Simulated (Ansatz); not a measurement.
**SnO: geometry relaxation (part 2 of 3)**

SnO (Cmc2₁, 8 atoms in the cell); DFT with r2SCAN, PAW plane waves, no spin polarisation (Ansatz 0.2.0); cutoff 500 eV, 5×5×2 k-mesh, Fermi–Dirac smearing. The structure derives from an entry of the Crystallography Open Database.

Geometry of the input (Å; fractional positions):
```
2.5308  2.8952  0.0000
2.5308  -2.8952  0.0000
0.0000  0.0000  -11.2569
Sn 0.0000  0.0000  0.0000
Sn 0.0000  0.0000  0.5000
Sn 0.4410  0.5590  0.7460
Sn 0.5590  0.4410  0.2460
O  0.4300  0.9300  0.6200
O  0.5700  0.0700  0.1200
O  0.0700  0.5700  0.6200
O  0.9300  0.4300  0.1200
```

## What the program printed, continued
```
SCF iter   1: F=—  HF=-26429.371562 eV  |F-HF|=—  |Δ(HF+E_count)|=         —  Δρ=2.30e-3  dr2=5.60e-3  dr2_τ=3.31e-2  ethr=6.94e-6  ⟨swp⟩=2.0  Hψ=4451  notcnv=0
preconditioner: auto → Resta (q_TF=auto, 2.475 Å⁻¹)  ε∞=3.1  [insulator: Δε(μ)=0.837 eV  Ē_g=19.054 eV  σ=0.100 eV  W_gap=0.97  n_scr=38 (ndim 8)  ℏωp=27.7 eV  f_vac=0.023  D(μ)=0.03/eV (n_scr^D=0)  ε∞_Penn≈3.1]
SCF iter   2: F=—  HF=-26429.385703 eV  |F-HF|=—  |Δ(HF+E_count)|=   1.41e-2  Δρ=9.82e-4  dr2=6.69e-4  dr2_τ=4.84e-5  ethr=6.94e-6  ⟨swp⟩=2.3  Hψ=1604  notcnv=0
SCF iter   3: F=—  HF=-26429.385838 eV  |F-HF|=—  |Δ(HF+E_count)|=   1.36e-4  Δρ=4.44e-4  dr2=1.67e-4  dr2_τ=1.13e-5  ethr=8.36e-7  ⟨swp⟩=2.3  Hψ=1228  notcnv=0
SCF iter   4: F=—  HF=-26429.385887 eV  |F-HF|=—  |Δ(HF+E_count)|=   4.87e-5  Δρ=1.28e-4  dr2=2.06e-5  dr2_τ=2.55e-6  ethr=2.09e-7  ⟨swp⟩=2.0  Hψ=1192  notcnv=0
SCF iter   5: F=—  HF=-26429.385885 eV  |F-HF|=—  |Δ(HF+E_count)|=   1.82e-6  Δρ=4.37e-5  dr2=1.95e-6  dr2_τ=2.18e-7  ethr=2.58e-8  ⟨swp⟩=2.0  Hψ=1215  notcnv=0
SCF iter   6: F=-26429.385886 eV  HF=-26429.385886 eV  |F-HF|=6.59e-8  |Δ(HF+E_count)|=   4.83e-7  Δρ=8.47e-6  dr2=8.40e-8  dr2_τ=6.51e-9  ethr=8.01e-10  ⟨swp⟩=12.4  Hψ=7043  notcnv=0
SCF 7 converged in 6 iterations: F = -26429.385886 eV  dr2 = 8.40e-8
relax step   7: F+E_penalty+E_count = -26429.38588583 eV  Δ(F+E_penalty+E_count) = +1.497e-4 eV  max|allowed force component| = 1.232e-1 eV/Å  Δτ_max = 0.0225 Å  P = +0.168 GPa  Ω = 143.470 Å³  energy of the carried Pulay correction = +5.233e-3 eV  (6 SCF iters, dr2 threshold 6.41e-7 eV, rejected (line search))
Crystal: 8 atoms, lattice volume = 143.433 Å³
iter 1 solved again at ethr=1.94e-6 eV; its pass at ethr=3.10e-3 eV (dr2=1.55e-3 eV) is discarded
SCF iter   1: F=—  HF=-26429.384873 eV  |F-HF|=—  |Δ(HF+E_count)|=         —  Δρ=1.32e-3  dr2=1.65e-3  dr2_τ=1.36e-2  ethr=1.94e-6  ⟨swp⟩=2.7  Hψ=4005  notcnv=0
preconditioner: auto → Resta (q_TF=auto, 2.475 Å⁻¹)  ε∞=3.1  [insulator: Δε(μ)=0.770 eV  Ē_g=19.038 eV  σ=0.100 eV  W_gap=0.95  n_scr=38 (ndim 8)  ℏωp=27.7 eV  f_vac=0.023  D(μ)=0.04/eV (n_scr^D=0)  ε∞_Penn≈3.1]
SCF iter   2: F=—  HF=-26429.388191 eV  |F-HF|=—  |Δ(HF+E_count)|=   3.32e-3  Δρ=6.08e-4  dr2=2.64e-4  dr2_τ=1.95e-5  ethr=1.94e-6  ⟨swp⟩=2.1  Hψ=1582  notcnv=0
SCF iter   3: F=—  HF=-26429.388232 eV  |F-HF|=—  |Δ(HF+E_count)|=   4.09e-5  Δρ=2.35e-4  dr2=5.31e-5  dr2_τ=5.57e-6  ethr=3.30e-7  ⟨swp⟩=2.2  Hψ=1225  notcnv=0
SCF iter   4: F=—  HF=-26429.388253 eV  |F-HF|=—  |Δ(HF+E_count)|=   2.07e-5  Δρ=1.06e-4  dr2=1.34e-5  dr2_τ=2.11e-6  ethr=6.63e-8  ⟨swp⟩=2.0  Hψ=1211  notcnv=0
SCF iter   5: F=—  HF=-26429.388250 eV  |F-HF|=—  |Δ(HF+E_count)|=   2.32e-6  Δρ=2.61e-5  dr2=5.67e-7  dr2_τ=4.28e-8  ethr=1.67e-8  ⟨swp⟩=2.0  Hψ=1200  notcnv=0
SCF iter   6: F=—  HF=-26429.388227 eV  |F-HF|=—  |Δ(HF+E_count)|=   2.35e-5  Δρ=4.34e-6  dr2=2.47e-8  dr2_τ=2.27e-9  ethr=7.09e-10  ⟨swp⟩=3.0  Hψ=1605  notcnv=0
SCF iter   7: F=—  HF=-26429.388227 eV  |F-HF|=—  |Δ(HF+E_count)|=   1.76e-8  Δρ=1.46e-6  dr2=3.23e-9  dr2_τ=1.19e-10  ethr=3.09e-11  ⟨swp⟩=2.1  Hψ=1574  notcnv=0
SCF iter   8: F=—  HF=-26429.388227 eV  |F-HF|=—  |Δ(HF+E_count)|=   2.78e-9  Δρ=3.14e-7  dr2=1.71e-10  dr2_τ=8.24e-12  ethr=4.04e-12  ⟨swp⟩=2.7  Hψ=1601  notcnv=0
SCF iter   9: F=-26429.388227 eV  HF=-26429.388227 eV  |F-HF|=3.64e-12  |Δ(HF+E_count)|=  1.16e-10  Δρ=6.77e-8  dr2=9.24e-12  dr2_τ=5.55e-13  ethr=1.00e-12  ⟨swp⟩=7.6  Hψ=4286  notcnv=0
SCF 8 converged in 9 iterations: F = -26429.388227 eV  dr2 = 9.24e-12
relax step   8: F+E_penalty+E_count = -26429.38822687 eV  Δ(F+E_penalty+E_count) = -2.191e-3 eV  max|allowed force component| = 1.292e-2 eV/Å  Δτ_max = 0.0112 Å  P = -0.007 GPa  Ω = 143.433 Å³  energy of the carried Pulay correction = +5.242e-3 eV  (9 SCF iters, accepted)
Crystal: 8 atoms, lattice volume = 143.465 Å³
iter 1 solved again at ethr=2.39e-7 eV; its pass at ethr=3.10e-3 eV (dr2=1.91e-4 eV) is discarded
SCF iter   1: F=—  HF=-26429.387848 eV  |F-HF|=—  |Δ(HF+E_count)|=         —  Δρ=4.06e-4  dr2=1.93e-4  dr2_τ=1.42e-3  ethr=2.39e-7  ⟨swp⟩=2.8  Hψ=4020  notcnv=0
preconditioner: auto → Resta (q_TF=auto, 2.475 Å⁻¹)  ε∞=3.1  [insulator: Δε(μ)=0.780 eV  Ē_g=19.041 eV  σ=0.100 eV  W_gap=0.95  n_scr=38 (ndim 8)  ℏωp=27.7 eV  f_vac=0.023  D(μ)=0.04/eV (n_scr^D=0)  ε∞_Penn≈3.1]
SCF iter   2: F=—  HF=-26429.388291 eV  |F-HF|=—  |Δ(HF+E_count)|=   4.43e-4  Δρ=1.62e-4  dr2=1.75e-5  dr2_τ=1.60e-6  ethr=2.39e-7  ⟨swp⟩=2.4  Hψ=1590  notcnv=0
SCF iter   3: F=—  HF=-26429.388295 eV  |F-HF|=—  |Δ(HF+E_count)|=   4.19e-6  Δρ=8.23e-5  dr2=5.16e-6  dr2_τ=3.93e-7  ethr=2.19e-8  ⟨swp⟩=1.6  Hψ=909  notcnv=0
SCF iter   4: F=—  HF=-26429.388269 eV  |F-HF|=—  |Δ(HF+E_count)|=   2.62e-5  Δρ=9.32e-6  dr2=1.20e-7  dr2_τ=5.51e-9  ethr=6.45e-9  ⟨swp⟩=2.0  Hψ=1205  notcnv=0
SCF iter   5: F=—  HF=-26429.388269 eV  |F-HF|=—  |Δ(HF+E_count)|=   5.12e-8  Δρ=4.46e-6  dr2=2.36e-8  dr2_τ=2.91e-9  ethr=1.30e-11  ⟨swp⟩=11.9  Hψ=5973  notcnv=0
SCF iter   6: F=-26429.388269 eV  HF=-26429.388269 eV  |F-HF|=1.79e-9  |Δ(HF+E_count)|=  8.77e-10  Δρ=1.86e-6  dr2=4.20e-9  dr2_τ=5.35e-10  ethr=1.30e-11  ⟨swp⟩=8.7  Hψ=4975  notcnv=0
SCF 9 converged in 6 iterations: F = -26429.388269 eV  dr2 = 4.20e-9
relax step   9: F+E_penalty+E_count = -26429.38826916 eV  Δ(F+E_penalty+E_count) = -4.229e-5 eV  max|allowed force component| = 9.092e-4 eV/Å  Δτ_max = 0.0040 Å  P = -0.000 GPa  Ω = 143.465 Å³  energy of the carried Pulay correction = +5.234e-3 eV  (6 SCF iters, dr2 threshold 1.04e-8 eV, accepted)
Basis set: ecut = 500 eV, 3621 PW (Γ), exchange–correlation on 120×120×300 points (64 copies of the dense FFT grid, shifted against one another)
Initial wavefunctions: pseudopotential atomic-orbital guess (no wavefunctions were taken with the density)
iter 1 solved again at ethr=2.01e-7 eV; its pass at ethr=3.10e-3 eV (dr2=1.60e-4 eV) is discarded
SCF iter   1: F=—  HF=-26429.382321 eV  |F-HF|=—  |Δ(HF+E_count)|=         —  Δρ=4.25e-4  dr2=2.19e-5  dr2_τ=1.28e-4  ethr=2.01e-7  ⟨swp⟩=2.9  Hψ=5416  notcnv=0
preconditioner: auto → Resta (q_TF=auto, 2.475 Å⁻¹)  ε∞=3.1  [insulator: Δε(μ)=0.779 eV  Ē_g=19.041 eV  σ=0.100 eV  W_gap=0.95  n_scr=38 (ndim 8)  ℏωp=27.7 eV  f_vac=0.023  D(μ)=0.04/eV (n_scr^D=0)  ε∞_Penn≈3.1]
SCF iter   2: F=—  HF=-26429.382480 eV  |F-HF|=—  |Δ(HF+E_count)|=   1.59e-4  Δρ=2.18e-4  dr2=6.05e-6  dr2_τ=1.31e-5  ethr=2.74e-8  ⟨swp⟩=2.0  Hψ=1192  notcnv=0
SCF iter   3: F=—  HF=-26429.382522 eV  |F-HF|=—  |Δ(HF+E_count)|=   4.18e-5  Δρ=3.57e-5  dr2=1.38e-6  dr2_τ=2.35e-7  ethr=7.57e-9  ⟨swp⟩=2.0  Hψ=1224  notcnv=0
SCF iter   4: F=—  HF=-26429.382521 eV  |F-HF|=—  |Δ(HF+E_count)|=   2.26e-7  Δρ=5.60e-6  dr2=2.03e-8  dr2_τ=6.29e-9  ethr=1.72e-9  ⟨swp⟩=2.0  Hψ=1181  notcnv=0
SCF iter   5: F=—  HF=-26429.382521 eV  |F-HF|=—  |Δ(HF+E_count)|=   2.52e-8  Δρ=1.36e-6  dr2=1.68e-9  dr2_τ=2.60e-10  ethr=2.54e-11  ⟨swp⟩=2.6  Hψ=1597  notcnv=0
SCF iter   6: F=-26429.382521 eV  HF=-26429.382521 eV  |F-HF|=7.28e-12  |Δ(HF+E_count)|=  4.18e-10  Δρ=2.33e-7  dr2=4.84e-11  dr2_τ=2.90e-12  ethr=1.00e-12  ⟨swp⟩=5.8  Hψ=4667  notcnv=0
SCF 10 converged in 6 iterations: F = -26429.382521 eV  dr2 = 4.84e-11
relax step  10: F+E_penalty+E_count = -26429.38252139 eV  Δ(F+E_penalty+E_count) = +5.748e-3 eV  max|allowed force component| = 1.294e-3 eV/Å  Δτ_max = 0.0000 Å  P = +0.015 GPa  Ω = 143.465 Å³  stress off target by 3.25e-2 GPa  SCF on the basis re-selected at this cell (its energy is not comparable with the rows above)  (6 SCF iters)
```

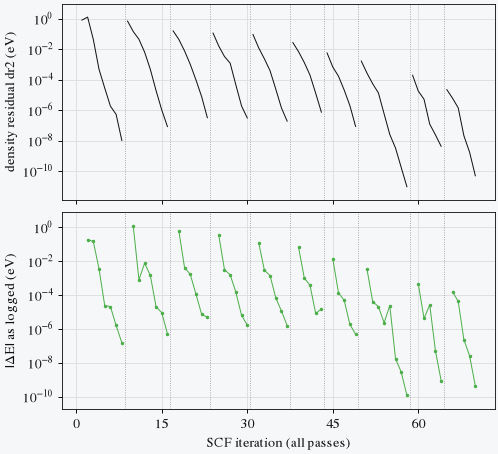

Figure 1. Convergence of the self-consistent field: density residual dr2 and size of the energy change against the SCF iteration. The dotted lines part the SCF passes of the relaxation: geometry steps, rejected trials and re-solves on a re-selected basis. The 10 passes take 6 to 9 iterations each, 70 in all.

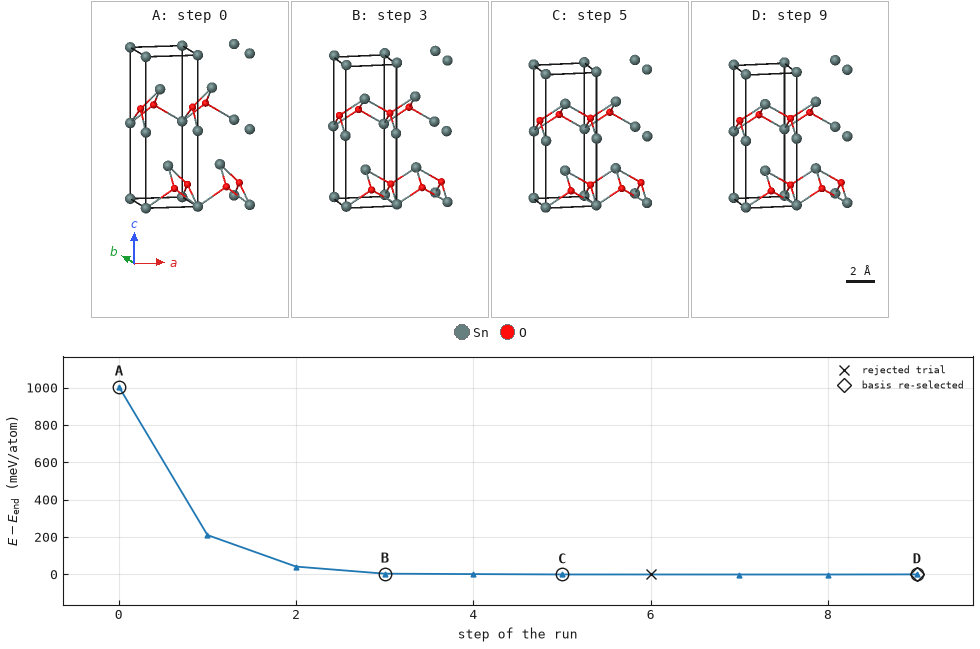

Figure 2. Frames of the relaxation (ball-and-stick view of the cell of the calculation, repeated 2 × 1 × 1, seen slightly off an axis) above the curves, on which the letters mark them (the first geometry is step 0 here and step 1 in the log).

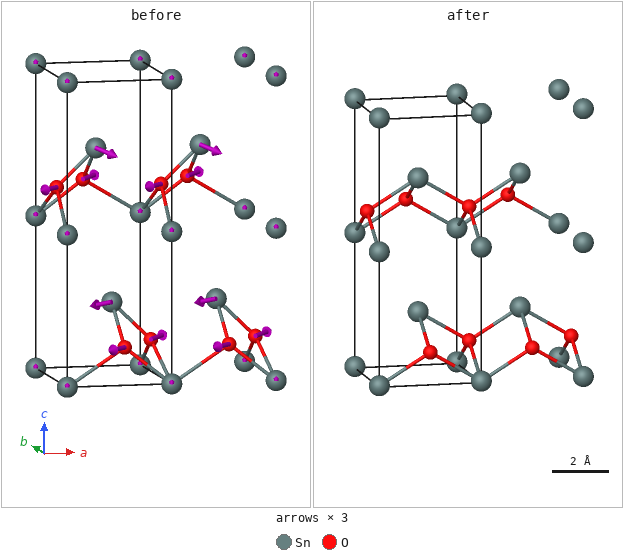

Figure 3. Before (left) and after (right) the relaxation, at one scale (ball-and-stick view of the cell of the calculation, repeated 2 × 1 × 1, seen slightly off an axis). The pink arrows give the displacements (without the part carried along by the change of the cell), magnified 3 times. The largest moves relative to the cell, 0.38 Å, are those of O5, O6, O7 and O8. By element the largest moves are O 0.38 Å, Sn 0.33 Å. The volume changes by −13.0 %, with a = b 3.845 → 3.807 Å (−1.0 %), c 11.257 → 9.898 Å (−12.1 %), γ 97.7° → 90.0°. Among the contacts that change: Sn3–O5 2.799 → 2.223 Å, Sn1–O6 2.558 → 2.223 Å. Among the angles that change: O5–Sn2–O7 49.4° → 74.5°, Sn2–O7–Sn3 127.7° → 105.5°, O5–Sn3–O7 53.7° → 74.5°. The space group (tolerance 0.01 Å) goes from Cmc2_1 (No. 36) to P4/nmm (No. 129). Over 8 geometry steps the energy falls by 1007 meV per atom. The largest force component goes from 8.4 to 0.0013 eV/Å. Pressure: 3.72 GPa at the start and 0.01 GPa at the end. The line search rejected the trial step at point 6 (counted from 0) and went back. A last SCF at the same geometry on a re-selected plane-wave basis shifts the energy by +0.7 meV per atom. (Atoms are counted from 1 in the order of the input.)

```
basis re-selected at this cell: Δ(F+E_penalty+E_count) = +5.748e-3 eV, ΔP = +0.015 GPa vs the last step (what re-selecting the basis moved, of the pressure what is left beyond the Pulay correction that the steps carried, after the strain that the cell walked since its last selection, with what the two solves' SCF thresholds leave and, on support functions, any second-order correction that the steps lacked; it is no measure of the basis error at this ecutwfc). The dense FFT grid was sized anew with the basis: this SCF ran on 30×30×75 points, the steps before it on 30×30×90, so part of this shift can come from that change (see relax.cell in the input reference). This SCF's stress stands 3.25e-2 GPa from its target on what of the cell is left free (relax.cell.stress_tol is 5.00e-2 GPa) and its largest allowed force component is 1.29e-3 eV/Å (relax.f_tol is 1.00e-2 eV/Å): within both
SCF converged after 6 iterations
Free energy (F): -26429.382521 eV
Harris-Foulkes:  -26429.382521 eV  (|F-HF|=7.28e-12)
Internal energy: -26429.380609 eV  (E = F + TS)
E sigma→0 (E₀):  -26429.381565 eV
Entropy (-TS):   -0.001912 eV (-0.239 meV/atom)
Fermi energy:    9.954023 eV
--- Per-component energies (eV) ---
  E_band       = -451.274661
  E_kinetic    = 1452.021494
  E_local      = -5554.618223  (includes V_loc(G=0)·N_el)
  E_nonlocal   = 59.956223
  E_hartree    = 2991.148293
  E_xc         = -1793.180912
  E_vxc        = -840.028975  (∫ρ·V_xc dr)
  E_paw        = -17277.864417  (= ΣΔE_a)
  E_vpaw       = -1603.676007  (= ΣTr[D̂ρ^β])
  E_aug_tail   = 0.004007  (compensation charges beyond the density's cutoff)
  E_vtau       = 52.769930  (kinetic-family band-sum trace: ∫τ·v_τ [+ j·A + Jᵃ·Aᵃ] dr)
  E_ewald      = -6309.660589
  E_core_change = 2.813516  (= ΣΔE_core)
  E_smearing   = -0.001912  (= −TS)
  E_closure    = -0.000000  (closes the sum)
  Σ components = -26429.382521   (vs F -26429.382521, Δ=0.00e0)
--- Forces (eV/Å), atoms counted from 1 ---
  atom   1  Sn     0.00000000    -0.00045972     0.00129313
  atom   2  Sn     0.00000000     0.00045972     0.00129313
  atom   3  Sn     0.00000000     0.00040063    -0.00104838
  atom   4  Sn     0.00000000    -0.00040063    -0.00104838
  atom   5  O      0.00020123     0.00028149    -0.00012465
  atom   6  O     -0.00020123    -0.00028149    -0.00012465
  atom   7  O     -0.00020123     0.00028149    -0.00012465
  atom   8  O      0.00020123    -0.00028149    -0.00012465
  max |Σ_I F_I| component: 9.11e-6 eV/Å
--- Stress (GPa, compression-positive) ---
        0.032541       0.000000       0.000000
        0.000000       0.006082       0.000000
        0.000000       0.000000       0.005802
  P = ⅓ Tr σ = 0.0148 GPa (0.148 kbar)
--- Band table (eV; the first three rows and the last of 18) ---
  k-point 0: bands = ["-13.3461", "-13.3335", "-12.8133", "-12.8002", "-12.7834", "-12.7833", "-12.7544", "-12.7544", "-12.7543", "-12.7415", "-12.7249", "-12.7233", "-12.7161", "-12.7053", "-12.7037", "-12.7032", "-12.6916", "-12.6916", "-12.6602", "-12.6602", "-11.8955", "-11.8646", "-9.2079", "-9.2077", "0.2076", "1.6059", "2.8002", "2.9551", "2.9554", "3.0459", "3.0462", "5.7181", "5.7694", "6.0613", "6.0633", "6.0752", "6.0773", "6.3653", "7.1101", "9.6224", "11.6612", "11.9920", "12.9383", "12.9394", "13.5238", "14.0095", "14.6568", "14.6578"]
  k-point 1: bands = ["-13.3399", "-13.3399", "-12.8067", "-12.8067", "-12.7713", "-12.7713", "-12.7712", "-12.7712", "-12.7490", "-12.7490", "-12.7243", "-12.7243", "-12.7086", "-12.7086", "-12.7044", "-12.7044", "-12.6735", "-12.6735", "-12.6735", "-12.6735", "-11.8800", "-11.8800", "-9.2078", "-9.2078", "0.6825", "0.6825", "2.9999", "2.9999", "3.0002", "3.0002", "4.3694", "4.3694", "5.7436", "5.7436", "6.0687", "6.0687", "6.0707", "6.0707", "8.8591", "8.8591", "11.6161", "11.6161", "13.5059", "13.5059", "13.5070", "13.5070", "14.0366", "14.0366"]
  k-point 2: bands = ["-13.3242", "-13.3170", "-12.9278", "-12.9025", "-12.7808", "-12.7767", "-12.7766", "-12.7720", "-12.7718", "-12.7600", "-12.7582", "-12.7538", "-12.7096", "-12.7078", "-12.6995", "-12.6919", "-12.6809", "-12.6710", "-12.6679", "-12.6538", "-11.5212", "-11.4933", "-9.4036", "-9.4001", "0.4557", "1.4996", "2.8011", "2.9893", "3.1620", "3.2164", "3.2944", "4.2163", "5.3010", "5.4243", "5.7210", "5.7293", "5.8054", "7.2228", "7.6555", "9.3431", "11.3406", "12.5014", "12.9354", "13.0159", "13.3705", "14.7303", "14.7668", "14.9166"]
```
